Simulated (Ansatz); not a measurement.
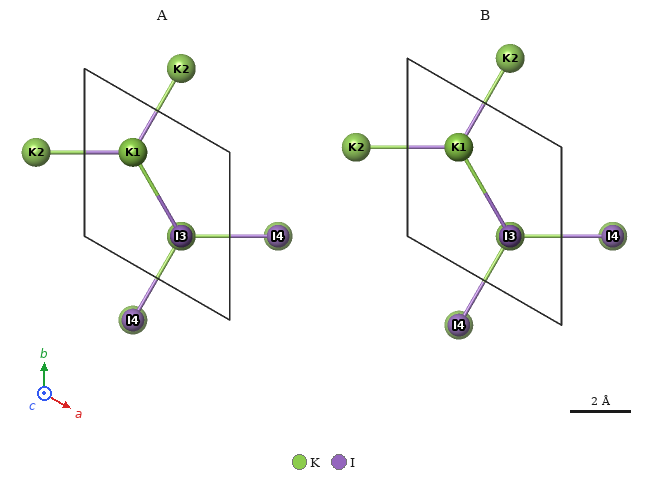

Two geometries of a crystal of KI (built on the h-MgO (five-fold) type), drawn at one scale. One is the start of a relaxation, the other its converged end. A ball-and-stick model of the cell of the calculation, seen along the c axis.

The calculation used Ansatz, DFT, PBEsol, plane waves, PAW. (plane-wave cutoff 420 eV; k-point mesh 6 × 6 × 4; occupations fermi dirac; smearing width 0.03 eV; no spin polarisation; cell and atoms relaxed; force threshold 0.01 eV/Å; at most 120 steps)

Which geometry has the lower energy?

Structure B is the relaxed one. The energy falls by 32.0 meV per atom in 3 accepted moves (4 points after the start). All forces vanish by symmetry, so only the cell relaxes. Pressure: 1.32 GPa at the start and 0.00 GPa at the end. The SCF was repeated once at an unchanged geometry on a basis and grid sized afresh for the cell, which shifted the energy by 0.2 meV per atom at most. The atoms keep their places relative to the cell (all moves are under 0.005 Å). The drawn cell changes as follows: a = b 5.632 → 5.972 Å (+6.0 %), c 7.039 → 6.960 Å (−1.1 %); the volume changes by +11.2 %. Some distances before and after: K1–I3 3.251 → 3.448 Å, K1–I4 3.520 → 3.480 Å. The space group stays P6_3/mmc (No. 194).
